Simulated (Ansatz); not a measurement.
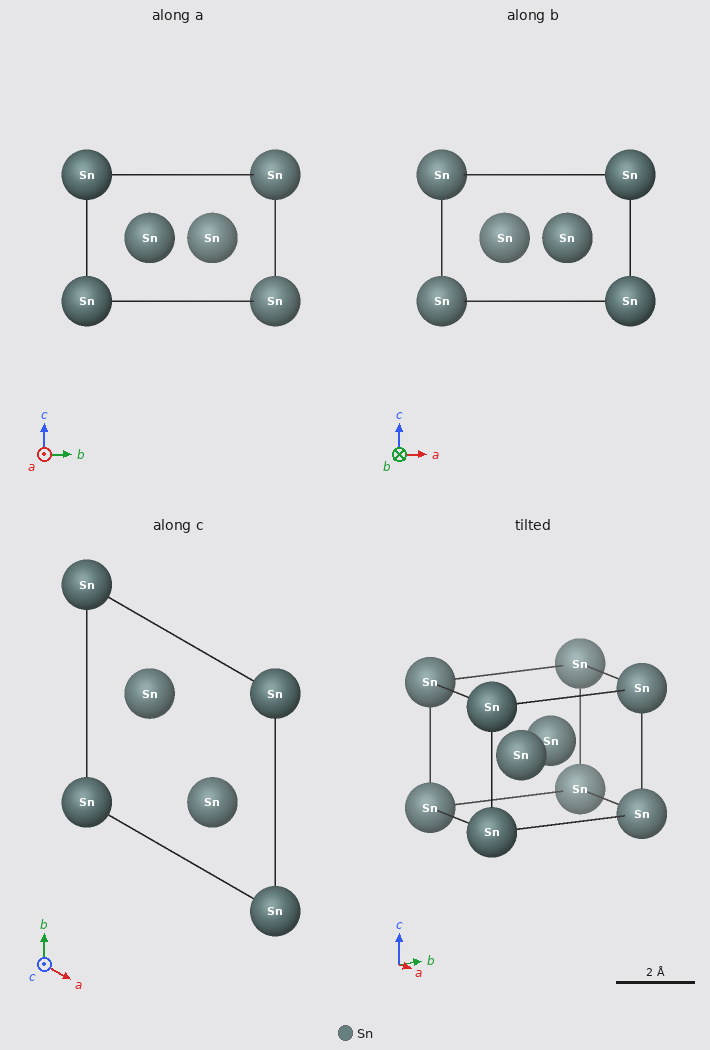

An orthographic spheres-only view of the structure, along the a axis, along the b axis, along the c axis and slightly off an axis. The wireframe shows the conventional unit cell.

Lattice parameters: a = 5.620 Å, b = 5.620 Å, c = 3.265 Å, α = 90.00°, β = 90.00°, γ = 120.00°. Put a along x and b in the xy plane.

**Put the structure into a POSCAR file.**

```
Sn
1.0
     5.620    0.000    0.000
    -2.810    4.867    0.000
     0.000    0.000    3.265
Sn
3
Direct
  0.0000 0.0000 0.0000
  0.3333 0.6667 0.5000
  0.6667 0.3333 0.5000
```

The cell started as a structure type filled with this element by a generator (whether the element takes this form wasn't checked). Earlier steps of the study may have refined or changed the cell and positions. A calculation with Ansatz used it as input.
